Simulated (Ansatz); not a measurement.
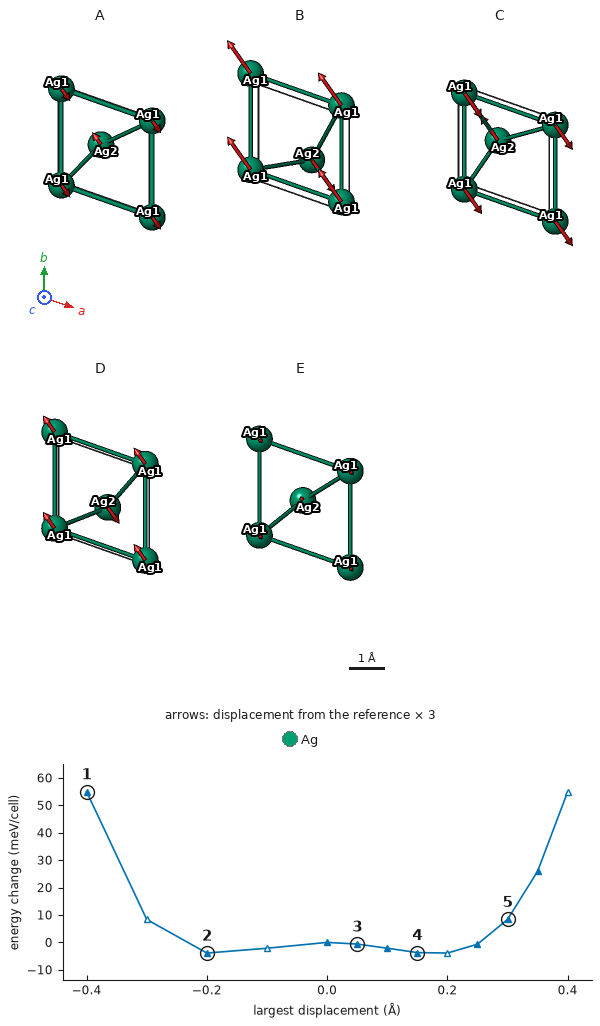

Energy scan for a crystal of Ag (Im-3m), in which a normal mode of wave vector (0, 0, 1/2) of the primitive cell, folded into a doubled cell, is frozen in with the cell fixed, the amplitude being the largest displacement of an atom. The frames are shuffled; the numbered points of the plot belong to them. Hollow markers are points alike by symmetry, not computed again. A ball-and-stick model of the cell of the calculation, seen along the c axis. Red arrows: displacements from the reference.

Computed with Ansatz, DFT r2SCAN, scalar-relativistic, plane waves, PAW. Settings: plane-wave cutoff 500 eV; k-point mesh 22 × 22 × 14; occupations gaussian; smearing width 0.15 eV; no spin polarisation. Energies (free energies at the smearing named) are counted from the relaxed crystal.

> Which frame belongs to which numbered point?

Point 1 is frame B (the amplitude −0.40 Å, 55.0 meV/cell); 2 is frame D (the amplitude −0.20 Å, −3.9 meV/cell); 3 is frame E (the amplitude 0.05 Å, −0.6 meV/cell); 4 is frame A (the amplitude 0.15 Å, −3.7 meV/cell); 5 is frame C (the amplitude 0.30 Å, 8.4 meV/cell). The harmonic wavenumber of the mode is 25i cm⁻¹, so the reference is unstable against it. The lowest computed point lies at the amplitude −0.20 Å and 0.20 Å (by symmetry) (−3.9 meV/cell). A local maximum lies at 0.00 Å (0.0 meV/cell). At the ends of the scan the energy is 55.0 meV/cell (−0.40 Å) and 55.0 meV/cell (0.40 Å). The curve is a double well: the distortion gains at least 3.9 meV/cell. At the highest point the shortest interatomic distance is 2.76 Å, against 2.83 Å in the reference. The distortion takes the space group from Im-3m to Cmcm.
